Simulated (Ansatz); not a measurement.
Input file:

```
crystal:
  lattice:
    - [3.98, 0.0, 0.0]
    - [-1.99, 3.4467811071, 0.0]
    - [0.0, 0.0, 6.52]
  atoms:
    - { symbol: Ca, position: [0.3458961474, 0.6666666667, 0.25] }
    - { symbol: Ca, position: [0.6666666667, 0.3333333333, 0.75] }
basis:
  ecutwfc: 500
  fft_grid_basis: typed
kpoints:
  mp_grid: { grid: [12, 12, 6] }
hamiltonian:
  xc: pbe
  pseudopotentials: { kind: paw }
scf:
  occupations: { method: gaussian, width: 0.05 }
output:
  forces: true
  stress: true
  eigenvalues: true
  bader: true
  write_density: true
  volumetric_format: npy
```

Launched as:

```sh
ansatz run input.yaml --threads 1 --pin off --max-ram 2560MiB --backend cpu --events-out ev --progress --plain --runs-dir out
```

The picture shows the cell of the calculation (origin moved) (a = 3.98 Å, b = 3.98 Å, c = 6.52 Å, α = 90.00°, β = 90.00°, γ = 120.00°).

Space group P6_3/mmc. This isn't the usual form at ambient conditions.

Level of theory: Ansatz, DFT PBE, scalar-relativistic, plane waves, PAW.

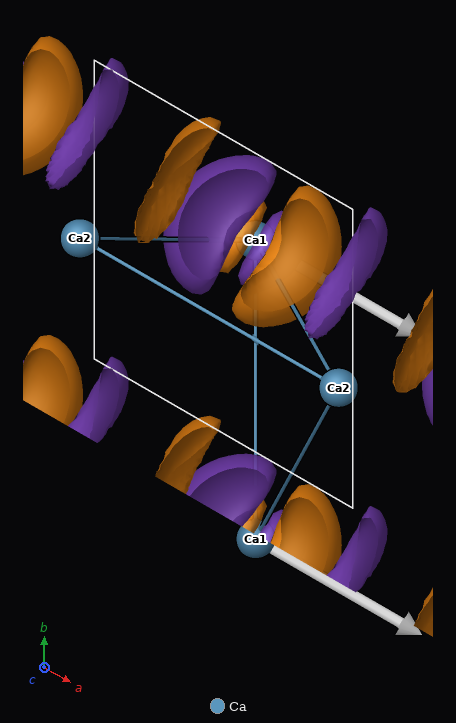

Ca. Ca1 was moved by 0.05 Å along [1 0 0] in the axes of the cell drawn (arrow, not to scale). Change of the density less the rigid motion of the neutral atom's own density: orange surfaces at +0.0008 and purple ones at −0.0008 e/Å³, in the cell of the calculation (origin moved) seen along the c axis.

Core electrons are frozen (PAW), so the fields are smoothed inside the atomic spheres.

### How do the electrons respond beyond following the atom?

About 0.01 e is rearranged in the cell. Outside the cores the largest gain lies at the edge of the masked core of Ca, and the largest loss lies there too, on other sides.

### How much does the computed force on the atom change?

The force on it changes by 0.02 eV/Å along the move, against it: a stiffness of about 0.36 eV/Å² for this sublattice shift.
